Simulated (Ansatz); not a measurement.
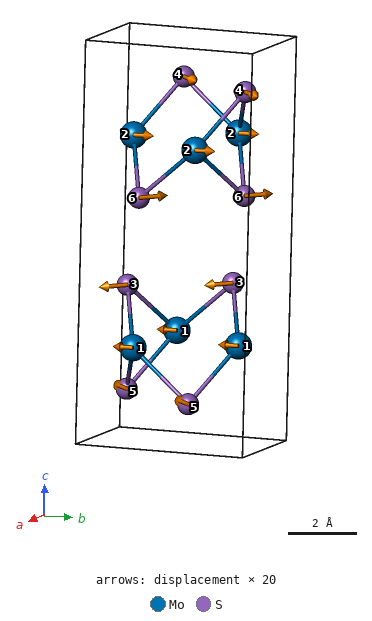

This is a relaxation of a crystal of MoS$_{2}$ (set up in P-1). The starting structure is drawn; orange arrows show the displacements, 20 times their true length.

A ball-and-stick model of the conventional cell (2 times the calculation's cell), seen slightly off an axis. Lengths and directions refer to the drawn axes.

Case: shear of c along a, cell held, atoms relaxed: +6.0 %.

All numbers below come from DFT PBE+D3(BJ), scalar-relativistic, plane waves, PAW in Ansatz 0.2.0.

The input:
```yaml
crystal:
  lattice:
    - [3.1492859261, 0.0, 0.0]
    - [-1.5746429631, 2.7273616158, 0.0]
    - [0.7256331738, 0.0, 12.0938862292]
  atoms:
    - { symbol: Mo, position: [0.6710113125, 0.3417211501, 0.2500415638] }
    - { symbol: Mo, position: [0.3289886875, 0.6582788499, 0.7499584362] }
    - { symbol: S, position: [0.3188268061, 0.6751238436, 0.3794706503] }
    - { symbol: S, position: [0.643400062, 0.3248843795, 0.879388348] }
    - { symbol: S, position: [0.356599938, 0.6751156205, 0.120611652] }
    - { symbol: S, position: [0.6811731939, 0.3248761564, 0.6205293497] }
basis:
  ecutwfc: 420
kpoints:
  mp_grid: { grid: [12, 12, 4] }
hamiltonian:
  xc: pbe
  dispersion: d3bj
scf:
  occupations: { method: gaussian, width: 0.02 }
output:
  forces: true
  stress: true
  eigenvalues: true
relax:
  adjacent_minimum: "off"
  f_tol: 0.008
  max_steps: 40
```

Launched with:
```bash
ansatz run input.yaml --threads 1 --pin off --max-ram 2560MiB --backend cpu --events-out ev --progress --plain --runs-dir out
```

> Which element moves most?

Sulfur: up to 0.046 Å, against 0.033 Å for molybdenum.

> What happened in the run?

The largest moves, 0.046 Å, are those of S3, S4, S5 and S6. S6 goes along [−3 2 0]. By element the largest moves are S 0.046 Å, Mo 0.033 Å. The cell stays as it was. Near-neighbour distances that change, for instance: Mo1–S3 2.422 → 2.402 Å, Mo1–S3 (another image) 2.377 → 2.396 Å. The space group stays C2/c (No. 15). The energy falls by 17.6 meV per cell of the calculation in 2 accepted moves (3 points after the start). The largest force component goes from 0.28 to 0.0016 eV/Å. The line search rejected the trial step at point 2 of the run.
